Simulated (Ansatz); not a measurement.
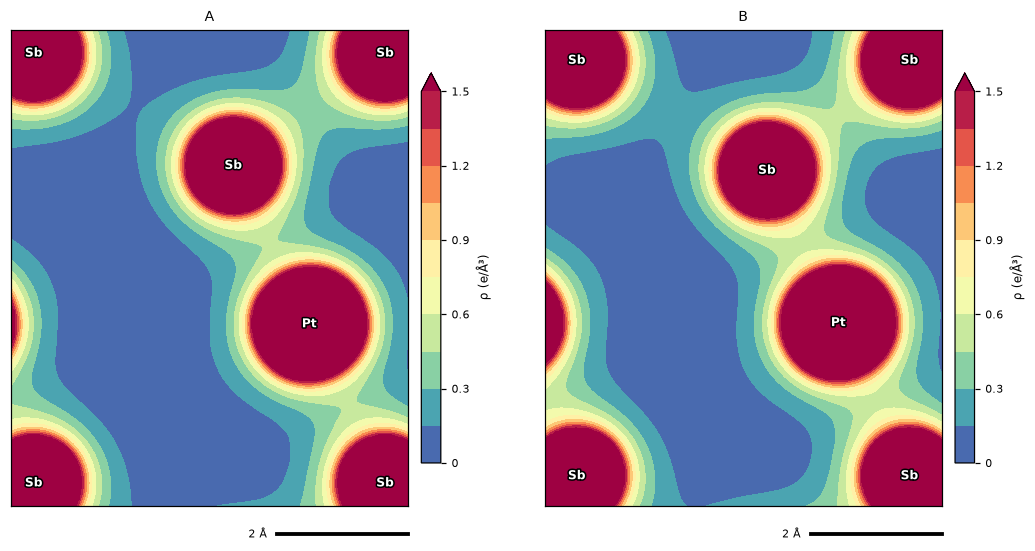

Sb$_{2}$Pt. The valence charge density (pseudo) of two cells that differ in size and shape, on the (001) plane of each (indices in the axes of the calculation cell), at one length scale and on one colour scale; one has 21.5 and the other 24.4 Å³ an atom.

Computed with Ansatz 0.2.0, DFT PBE, scalar-relativistic, plane waves, PAW.

The density is the valence pseudo-density of a PAW calculation; it isn't the true density close to the nuclei.

**Which panel shows the smaller cell, and what does the compression change?**

Panel B is the smaller cell, by 12 % in volume. From the larger cell to the smaller, Sb–Sb goes from 2.88 to 2.75 Å, and the density at its midpoint from 0.38 to 0.46 e/Å³; Sb–Pt goes from 2.69 to 2.57 Å, and the density at its midpoint from 0.46 to 0.55 e/Å³; the pressure goes from 0.0 to 18 GPa.
